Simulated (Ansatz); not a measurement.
**Energy of Na along an even scaling of the cell**

System: Na (Fm-3m, 1 atom in the cell).
Method: DFT, PBEsol, plane waves (420 eV) with PAW, scalar-relativistic, no spin polarisation (Ansatz 0.2.0).

The 5 runs differ only in the geometry, by an even scaling of the cell at fixed fractional positions.

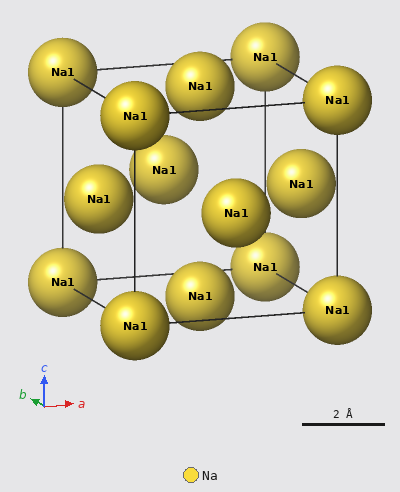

Figure 1. The structure of run 3 (spheres-only view of the cell 4 times as large as that of the calculation, set on its symmetry axes, seen slightly off an axis; atoms are numbered from 1 in the order of the input).

**Input of run 3**
```yaml
crystal:
  lattice:
    - [0.0, 2.6295414049, 2.6295414049]
    - [2.6295414049, 0.0, 2.6295414049]
    - [2.6295414049, 2.6295414049, 0.0]
  atoms:
    - { symbol: Na, position: [0.0, 0.0, 0.0] }
hamiltonian:
  xc: pbesol
  pseudopotentials:
    kind: paw
    azcp:
      Na: "pseudopotentials/Na.paw.azcp"
basis:
  ecutwfc: 420
  fft_grid_basis: typed
kpoints:
  mp_grid: { grid: [12, 12, 12], shift: [0, 0, 0] }
magnetization:
  spin_polarized: false
scf:
  occupations: { method: fermi_dirac, width: 0.1 }
  lower_state_search: "off"
output:
  stress: true
```

Lattice vectors (Å) and fractional positions of run 3:
```
   0.000000    2.629541    2.629541
   2.629541    0.000000    2.629541
   2.629541    2.629541    0.000000
Na  0.000000  0.000000  0.000000
```

Run 4 differs from it as follows:
```diff
-    - [0.0, 2.6295414049, 2.6295414049]
-    - [2.6295414049, 0.0, 2.6295414049]
-    - [2.6295414049, 2.6295414049, 0.0]
+    - [0.0, 2.6641446021, 2.6641446021]
+    - [2.6641446021, 0.0, 2.6641446021]
+    - [2.6641446021, 2.6641446021, 0.0]
```

**Results, with one run withheld**

| run | volume per atom (Å³) | free energy per atom, from the lowest run given (meV) | pressure (GPa) |
| --- | --- | --- | --- |
| 1 | 33.455 | 6.63 | 0.77 |
| 2 | 34.909 | 1.59 | 0.35 |
| 3 | 36.364 | 0.00 | 0.01 |
| 4 | 37.818 | ? | ? |
| 5 | 40.728 | 10.48 | −0.71 |

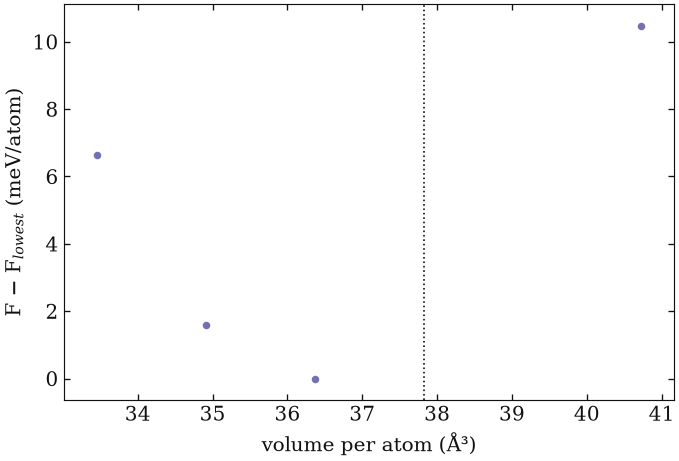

Figure 2. Free energy per atom of the runs given; the dotted line marks run 4.

Estimate the energy of run 4 from the others.

A quadratic polynomial in V^(−2/3) (the Birch–Murnaghan form), fitted to the 4 runs given, misses them by at most 0.01 meV per atom. With x = V^(−2/3) − 0.09138 Å⁻², it reads F = 0.032086 + 149.4 x + 2.4087e+05 x² (meV per atom). At run 4 it gives 1.30 meV per atom, and the run itself gives 1.25. The slope of the fit gives a pressure −dF/dV of −0.28 GPa there, and the run prints −0.28 GPa. The fit has its minimum at 36.386 Å³ per atom, where V d²F/dV² gives 7.82 GPa: the bulk modulus at this level, since symmetry fixes the shape and the positions.

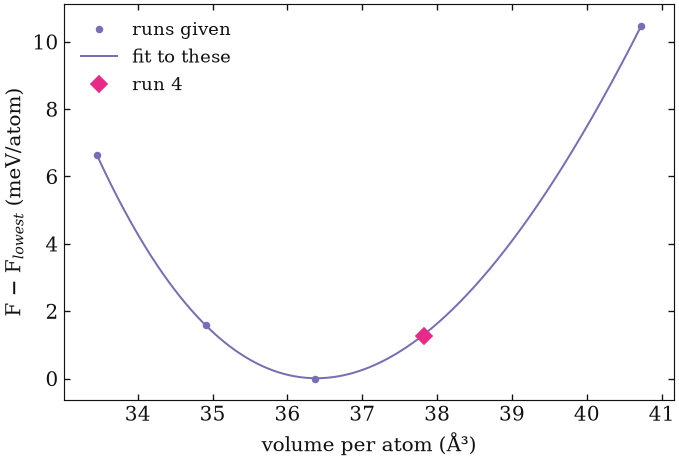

Figure 3. The fit and the withheld run.

**Output, shortened to warnings, some set-up lines, iterations and results (run 4)**
```
Warning: [file] the record states the generating functional pbe (its physics header spells it `PBE`), which answers neither for hamiltonian.xc's functional nor for the pbesol family's — results may be inconsistent (PPs are generated against a specific XC)
Basis set: ecut = 420 eV, 725 PW (Γ)
Symmetry: 48 space group operations
k-points: 72 of 1728
Initial density: superposition of atomic densities (neutral atoms: chi_scale 0, normalization atom), corrected by the library's trained network
[...]
SCF iter   1: F=—  HF=-1475.877909 eV  |F-HF|=—  |Δ(HF+E_count)|=         —  Δρ=1.62e-3  dr2=4.51e-4  ethr=1.77e-3  ⟨swp⟩=5.0  Hψ=4127  notcnv=0
SCF iter   2: F=—  HF=-1475.877395 eV  |F-HF|=—  |Δ(HF+E_count)|=   5.15e-4  Δρ=5.52e-4  dr2=7.54e-5  ethr=5.01e-6  ⟨swp⟩=2.3  Hψ=1500  notcnv=0
SCF iter   3: F=—  HF=-1475.877385 eV  |F-HF|=—  |Δ(HF+E_count)|=   9.24e-6  Δρ=1.15e-4  dr2=3.78e-6  ethr=8.38e-7  ⟨swp⟩=2.2  Hψ=961  notcnv=0
SCF iter   4: F=—  HF=-1475.877387 eV  |F-HF|=—  |Δ(HF+E_count)|=   1.17e-6  Δρ=7.53e-5  dr2=7.28e-7  ethr=4.20e-8  ⟨swp⟩=2.0  Hψ=935  notcnv=0
SCF iter   5: F=—  HF=-1475.877386 eV  |F-HF|=—  |Δ(HF+E_count)|=   6.34e-7  Δρ=2.43e-5  dr2=7.60e-8  ethr=8.09e-9  ⟨swp⟩=2.0  Hψ=891  notcnv=0
SCF iter   6: F=-1475.877386 eV  HF=-1475.877386 eV  |F-HF|=2.21e-9  |Δ(HF+E_count)|=   7.07e-8  Δρ=3.15e-6  dr2=1.30e-9  ethr=8.44e-10  ⟨swp⟩=3.2  Hψ=1614  notcnv=0
SCF 1 converged in 6 iterations: F = -1475.877386 eV  dr2 = 1.30e-9
SCF converged after 6 iterations
Free energy (F): -1475.877386 eV
Harris-Foulkes:  -1475.877386 eV  (|F-HF|=2.21e-9)
Internal energy: -1475.862385 eV  (E = F + TS)
E sigma→0 (E₀):  -1475.869885 eV
Entropy (-TS):   -0.015001 eV (-15.001 meV/atom)
Fermi energy:    1.609651 eV
--- Per-component energies (eV) ---
  E_band       = -240.937960
  E_kinetic    = 120.119952
  E_local      = -1448.789009  (includes V_loc(G=0)·N_el)
  E_nonlocal   = 115.844815
  E_hartree    = 529.781571
  E_xc         = -37.602308
  E_vxc        = -48.600137  (∫ρ·V_xc dr)
  E_paw        = -253.455149  (= ΣΔE_a)
  E_vpaw       = -39.077837  (= ΣTr[D̂ρ^β])
  E_aug_tail   = -0.000020  (compensation charges beyond the density's cutoff)
  E_ewald      = -501.816930
  E_core_change = 0.054694  (= ΣΔE_core)
  E_smearing   = -0.015001  (= −TS)
  E_closure    = 0.000000  (closes the sum)
  Σ components = -1475.877386   (vs F -1475.877386, Δ=0.00e0)
--- Stress (GPa, compression-positive) ---
       -0.277275      -0.000000       0.000000
        0.000000      -0.277275       0.000000
       -0.000000      -0.000000      -0.277275
  P = ⅓ Tr σ = -0.2773 GPa (-2.773 kbar)
```

Warnings of the run: the PAW datasets were made with another functional.
